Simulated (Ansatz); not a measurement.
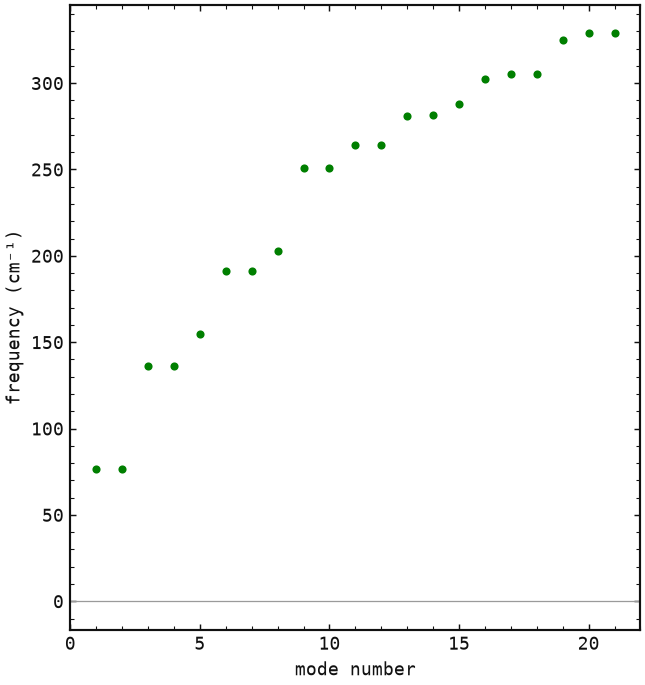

Plotted: zone-centre optical phonon frequencies (the three acoustic modes are left out) for Ti₃Si, space group P6_3/mmc (No. 194).

Structure:
```
Ti Si
1.0
     5.51583    0.00000    0.00000
    -2.75792    4.77685    0.00000
     0.00000    0.00000    4.45245
Ti Si
6 2
Direct
  0.34273 0.17136 0.75000
  0.82864 0.17136 0.75000
  0.82864 0.65727 0.75000
  0.65727 0.82864 0.25000
  0.17136 0.82864 0.25000
  0.17136 0.34273 0.25000
  0.33333 0.66667 0.75000
  0.66667 0.33333 0.25000
```

How it was computed, with Ansatz 0.2.0: harmonic phonon frequencies at the zone centre with atoms at rest in the given cell, without the long-range term of polar modes, the three translations left out, imaginary frequencies are negative; plane waves with PAW datasets, Γ-centred k mesh. Level: LDA, no spin polarisation.

wave cutoff 420 eV; k mesh 6×6×8; occupations Fermi–Dirac; smearing width 0.15 eV; pressure 0 GPa; phonon method linear response.

Are there unstable modes?

No frequency is imaginary, so the structure is stable to these displacements (zone-boundary modes weren't tested here).

Where does the highest mode lie?

The highest mode lies at 328.9 cm⁻¹.

List the optical modes with their degeneracies.

76.5 (×2), 136.4 (×2), 155.0, 191.0 (×2), 202.9, 251.1 (×2), 264.0 (×2), 281.2 (×2), 288.1, 302.6, 305.3 (×2), 325.2, 328.9 (×2) cm⁻¹.

Keep in mind: metal sensitive to the k mesh.
